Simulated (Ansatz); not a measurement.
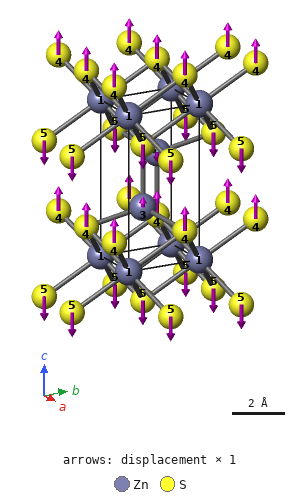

This is a relaxation of crystalline Zn3S2 (built on the A-type sesquioxide_164 type) (coarse preliminary run). The starting structure is drawn; purple arrows show the displacements (the part carried along by the change of the cell is left out), at their true length.

The picture is a ball-and-stick view of the cell of the calculation, seen slightly off an axis.

Case: anti-A-type sesquioxide type (P-3m1, No. 164).

The calculation used DFT PBE, scalar-relativistic, plane waves, PAW (Ansatz 0.2.0).

Input
```yaml
crystal:
  lattice:
    - [3.94043572, 0.0, 0.0]
    - [-1.97021786, 3.4125174355, 0.0]
    - [0.0, 0.0, 6.1306779095]
  atoms:
    - { symbol: Zn, position: [0.0, 0.0, 0.0] }
    - { symbol: Zn, position: [0.3333333333, 0.6666666667, 0.645] }
    - { symbol: Zn, position: [0.6666666667, 0.3333333333, 0.355] }
    - { symbol: S, position: [0.3333333333, 0.6666666667, 0.245] }
    - { symbol: S, position: [0.6666666667, 0.3333333333, 0.755] }
basis:
  ecutwfc: 420
kpoints:
  mp_grid: { grid: [6, 6, 4] }
hamiltonian:
  xc: pbe
scf:
  occupations: { method: gaussian, width: 0.1 }
  lower_state_search: "off"
output:
  forces: true
  stress: true
  eigenvalues: true
relax:
  adjacent_minimum: "off"
  f_tol: 0.04
  max_steps: 70
  cell: { stress_tol: 0.4 }
```

Question: Atoms of which element are displaced furthest, and by how much?

Answer: Sulfur: up to 0.97 Å, against 0.41 Å for zinc.

Question: What happened in the run?

Answer: After 16 accepted moves (19 points after the start) the energy has fallen by 284 meV per atom. Largest force component: 0.11 eV/Å at the start, 0.012 eV/Å at the end. The pressure goes from 11.11 to 0.04 GPa. The SCF was repeated 3 times at an unchanged geometry on a basis and grid sized afresh for the cell, which shifted the energy by 29.4 meV per atom at most. The largest moves relative to the cell, 0.97 Å, are those of S4 and S5. S5 goes along −c. By element the largest moves are S 0.97 Å, Zn 0.41 Å. The volume changes by +60.0 %, with a = b 3.940 → 3.909 Å (−0.8 %), c 6.131 → 9.964 Å (+62.5 %). Among the contacts that change: Zn1–S4 2.726 → 4.094 Å, Zn2–S4 2.452 → 2.602 Å, Zn2–S5 2.373 → 2.319 Å. Bonds break: Zn1–S4 (2.73 → 4.09 Å), Zn1–S5 (2.73 → 4.09 Å). Among the angles between lasting bonds that change: Zn2–S4–Zn3 73.5° → 76.8°, S4–Zn3–S5 106.5° → 103.2°, Zn3–S4–Zn3 112.3° → 114.9°. The space group stays P-3m1 (No. 164). The run took of the order of 110 core-seconds on a shared host.
